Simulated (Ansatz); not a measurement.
Si₅₄C (cell charge −1, with a compensating background) (cell with a defect)

Si₅₄C (cell charge −1, with a compensating background) (cell with a defect), 55 atoms, a = 11.60 Å, b = 11.60 Å, c = 11.60 Å, α = 60.00°, β = 60.00°, γ = 60.00°.

The program warned that a starting moment wasn't kept; spin-polarised, but the moments vanished.

Method: Ansatz 0.2.0, DFT PBE, scalar-relativistic, plane waves, PAW.

Question: What will maps of the valence pseudo-density and electron localisation function show?

Answer: Si–C (1.79 Å): ρ is about 0.99 e/Å³ halfway; the ELF peaks at about 0.90 between the atoms; a covalent bond.
Si–Si (2.37 Å): ρ is about 0.56 e/Å³ halfway; the ELF peaks at about 0.95 between the atoms (a covalent bond).
Si–Si (2.43 Å): ρ is about 0.51 e/Å³ halfway; the ELF peaks at about 0.95 between the atoms (a covalent bond).
Si–Si (2.51 Å): ρ at the midpoint is about 0.45 e/Å³; the ELF peaks at about 0.95 between the atoms, as expected for a shared electron pair.

Question: Does the calculation give a band gap?

Answer: It is gapped, with a Kohn–Sham gap of 0.27 eV on the k-point mesh, an upper bound to the gap of this method.

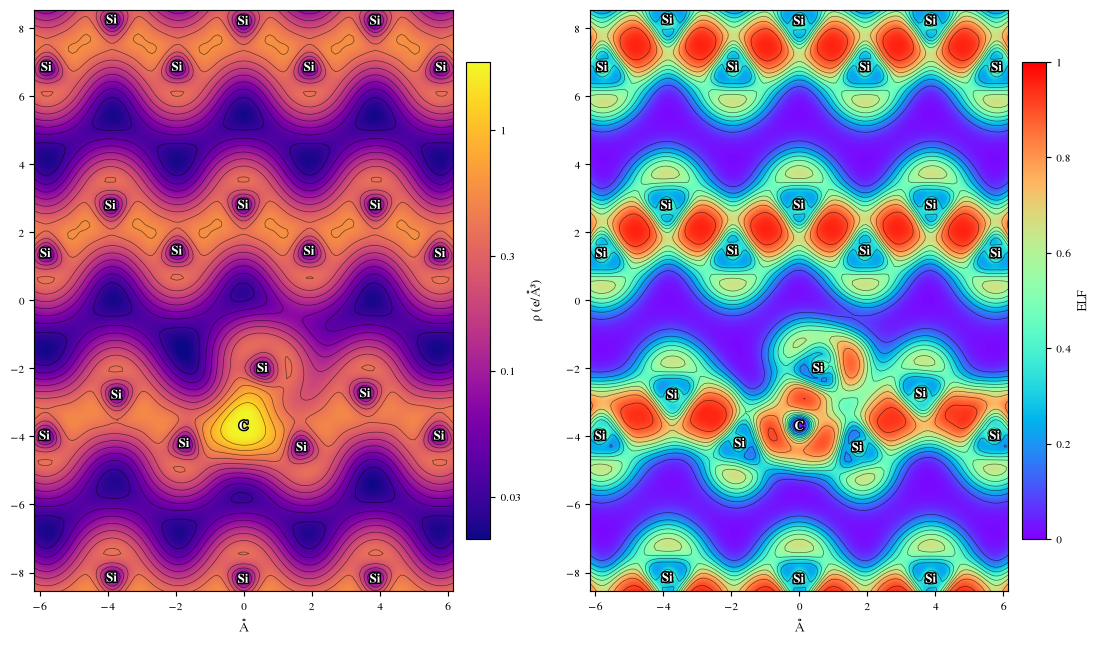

Computed valence pseudo-density and electron localisation function on the (011̄) plane of the calculation cell, in this order. 

In a PAW calculation such maps are meaningful between the atoms, not at the nuclei.
